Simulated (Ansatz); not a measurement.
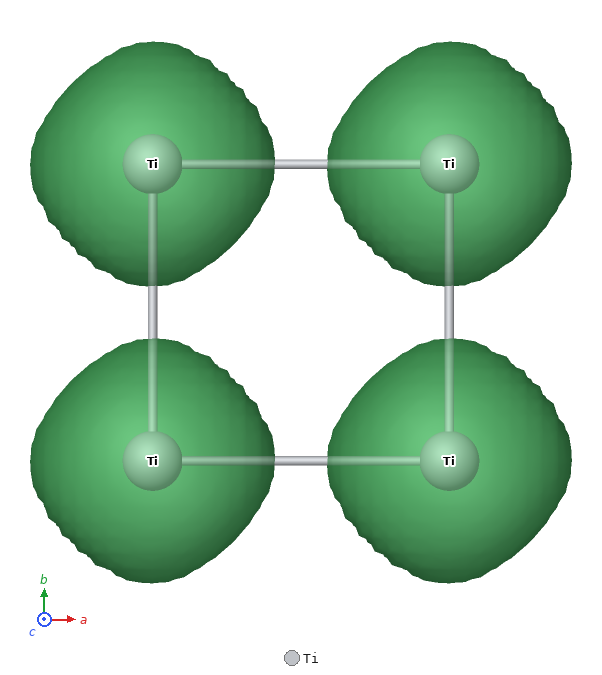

Figure 1: Ti. Isosurface of the valence charge density (pseudo) at 0.4 e/Å³ (green), seen along the c axis. Sticks mark near contacts.

Space group Pm-3m; computed pressure about 4 GPa in this cell; computed without spin polarisation.

The calculation used DFT PBEsol, scalar-relativistic, plane waves, PAW (Ansatz 0.2.0).

```cif
data_structure
_symmetry_space_group_name_H-M 'P 1'
_symmetry_Int_Tables_number 1
_cell_length_a 2.5550
_cell_length_b 2.5550
_cell_length_c 2.5550
_cell_angle_alpha 90.000
_cell_angle_beta 90.000
_cell_angle_gamma 90.000
_cell_volume 16.68
loop_
_atom_site_label
_atom_site_type_symbol
_atom_site_fract_x
_atom_site_fract_y
_atom_site_fract_z
_atom_site_occupancy
Ti1 Ti 0.00000 0.00000 0.00000 1
```

> Which contacts does the surface bridge?

At this value the density breaks into separate islands; it holds about 80 % of the electrons treated as valence (semicore included). It bridges none of the near contacts. It is pinched off along the sampled Ti–Ti (2.56 Å) contacts. On the grid the lowest density along these lines, outside the cores, is 0.3 e/Å³ (Ti–Ti, 2.56 Å).

> Does the calculation make it a metal, or give it a gap?

It is gapless in this calculation (a metal or semimetal).
